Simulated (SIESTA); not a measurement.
System: Ta₂N (space group P-3m1).

Computed with SIESTA 5.4.2: DFT in numerical atomic orbitals with pseudopotentials, no spin polarisation; energies at scaled volumes of the given cell, shape and fractions fixed, counted from the fit's minimum, third-order Birch-Murnaghan fit. All runs: no spin polarisation.

- k mesh: 10×10×6
- occupations: Fermi–Dirac
- smearing width: 0.05 eV
- potentials: PseudoDojo 0.4 standard, converted to PSML, two zetas on semicore shells

What does the calculation give for the energy against volume, with one curve for each functional? The cases: LDA; PBE.

The fitted equilibrium volumes, smallest first, are LDA 13.032, PBE 13.707 Å³/atom. The fitted bulk moduli, smallest first, are PBE 281.2, LDA 317.3 GPa.

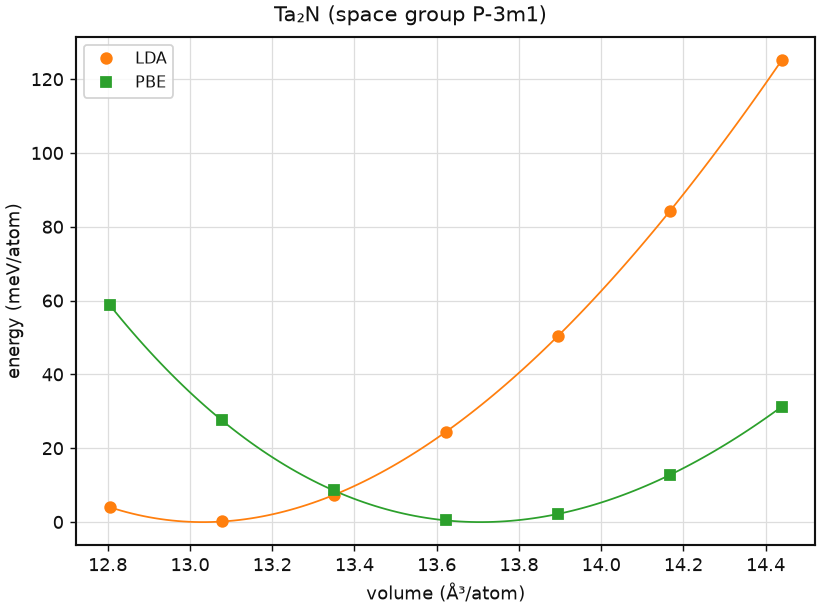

Note: mulliken charges of long orbitals; short basis over semicore shells; shape and atomic fractions are frozen while scaling, which makes layered, chain and framework solids too stiff.
